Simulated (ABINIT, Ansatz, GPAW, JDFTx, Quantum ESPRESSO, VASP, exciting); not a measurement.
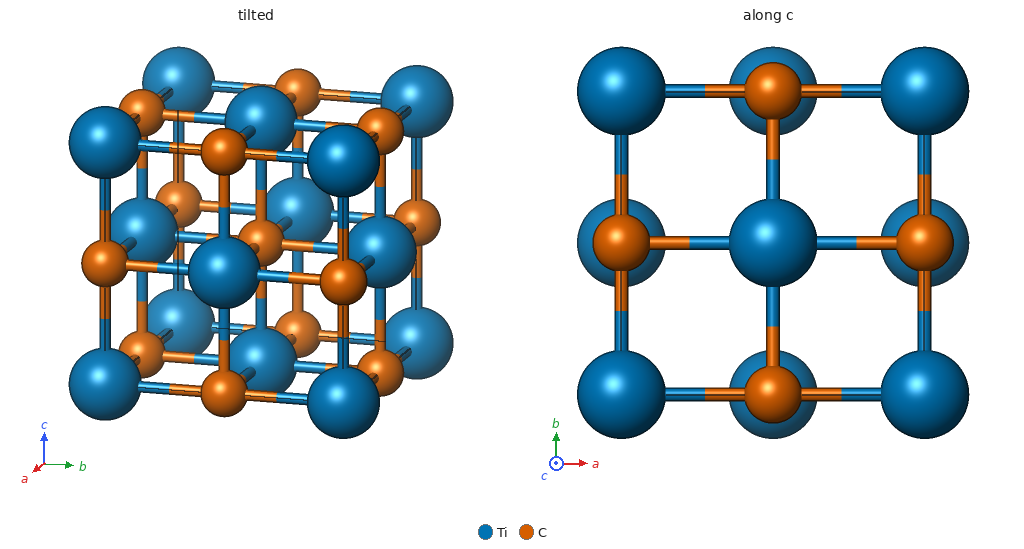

TiC, rock salt (NaCl type), space group Fm-3m (No. 225), a = 4.331 Å, b = 4.331 Å, c = 4.331 Å, α = 90.00°, β = 90.00°, γ = 90.00° (10.16 Å³/atom). The structure above is drawn in ball-and-stick style and viewed slightly off an axis and along the c axis. The frame is the conventional unit cell; atoms at its boundary are shown with their periodic copies. The cell is a structure listed in the Materials Project.

The cell was scaled uniformly, at fixed shape and fractional positions, in eight programs or potential sets. Alike in all runs: functional PBE; k mesh 11 × 11 × 11 on the run's cell of 2 atoms; occupations fermi-dirac, width 0.05 eV; no spin polarisation; no spin-orbit coupling.

Energies from Quantum ESPRESSO (SSSP 1.3 efficiency):

| volume (Å³/atom) | E − E(lowest point) (meV/atom) |
| --- | --- |
| 9.548 | 33.07 |
| 9.752 | 14.47 |
| 9.955 | 3.69 |
| 10.158 | 0.00 |
| 10.361 | 2.71 |
| 10.564 | 11.20 |
| 10.767 | 24.93 |

> What equilibrium volume and bulk modulus do these points give?

V0 = 10.17 Å³/atom (a0 = 4.333 Å), B0 = 251 GPa and B0′ = 4.0. V0 lies 0.1 % above the volume of the cell as given.

The same fit in all programs:

| program | V0 (Å³/atom) | a0 (Å) | B0 (GPa) | B0′ |
| --- | --- | --- | --- | --- |
| Quantum ESPRESSO (SSSP 1.3 efficiency) | 10.17 | 4.333 | 251 | 4.0 |
| Ansatz LAPW (all-electron) | 10.17 | 4.333 | 251 | 4.0 |
| VASP (PBE potentials, release 64 Ti_sv, C) | ? | ? | ? | ? |
| ABINIT (JTH PAW PBE v2.0) | 10.19 | 4.336 | 248 | 4.8 |
| GPAW (PAW data 1.2.1) | 10.22 | 4.340 | 251 | 4.1 |
| JDFTx (PseudoDojo 0.5 standard) | 10.17 | 4.334 | 251 | 4.0 |
| Ansatz (Ansatz PAW soft_1) | 10.17 | 4.333 | 250 | 4.1 |
| exciting (all-electron) | 10.17 | 4.334 | 251 | 4.1 |

> What does VASP (PBE potentials, release 64 Ti_sv, C) give?

V0 = 10.18 Å³/atom, a0 = 4.335 Å, B0 = 249 GPa and B0′ = 4.0. The other rows span 10.17 to 10.22 Å³/atom and 248 to 251 GPa.

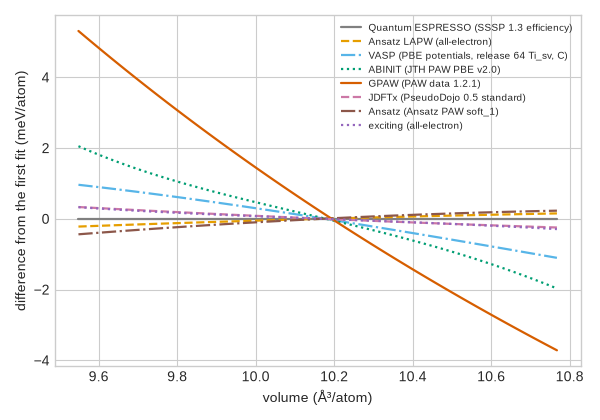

Each fitted curve, counted from its own minimum, less that of Quantum ESPRESSO (SSSP 1.3 efficiency). With one functional throughout, the spread comes from potentials, basis sets and numerical settings; B0′ is uncertain by a few tenths over so narrow a range. That of ABINIT (JTH PAW PBE v2.0) lies further off, for reasons not traced.
